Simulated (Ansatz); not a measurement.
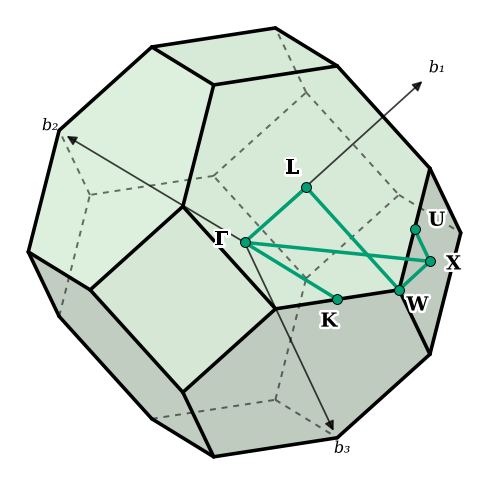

For K, the input geometry of an electronic-structure calculation (not necessarily at equilibrium); the starting structure was generated, so it need not be a known form of this composition: the first Brillouin zone and its special points. Geometry calculated from the standardised cell; symmetry tolerance 0.002 Å.

Space group Fd-3m (No. 227, origin choice 1); a = 9.924 Å, b = 9.924 Å, c = 9.924 Å, α = 90.00°, β = 90.00°, γ = 90.00°.

Labels and path follow the convention of Hinuma et al. (2017), as computed by seekpath; the arrows show the directions of the reciprocal primitive vectors b₁, b₂, b₃, in which coordinates are given; lengths include the factor 2π.

List the special points with their coordinates and distances from Γ.

```
point   k₁   k₂   k₃  length of k (1/Å)
    Γ    0    0    0              0.000
    X  1/2    0  1/2              0.633
    L  1/2  1/2  1/2              0.548
    W  1/2  1/4  3/4              0.708
    K  3/8  3/8  3/4              0.672
    U  5/8  1/4  5/8              0.672
```

What is the zone's volume?

(2π)³ over the primitive cell's volume of 244.37 Å³: 1.02 Å⁻³.
